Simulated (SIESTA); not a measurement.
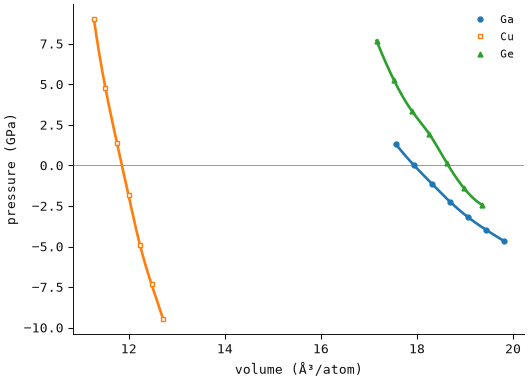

The picture above shows the pressure against volume, with one curve for each element, for Cu, Ga and Ge (all in space group Cmcm (No. 63)).

Calculation (SIESTA 5.4.2): DFT in numerical atomic orbitals with pseudopotentials, no spin polarisation; energies at scaled volumes of the given cell, shape and fractions fixed, counted from the fit's minimum, third-order Birch-Murnaghan fit. Level: PBEsol.

occupations Fermi–Dirac; smearing width 0.05 eV; potentials PseudoDojo 0.4 standard, converted to PSML, two zetas on semicore shells.

Settings that differ: Ga: k mesh 10×10×8; Cu: k mesh 11×11×11; Ge: k mesh 10×10×6.

**Order the curves by fitted equilibrium volume, smallest first.**

Cu 11.847, Ga 17.936, Ge 18.657 Å³/atom.

**Order the curves by fitted bulk modulus, smallest first.**

Ga 60.0, Ge 77.1, Cu 160.2 GPa.

Keep in mind: mulliken charges of long orbitals; short basis over semicore shells (Cu); shape and atomic fractions are frozen while scaling, which makes layered, chain and framework solids too stiff.
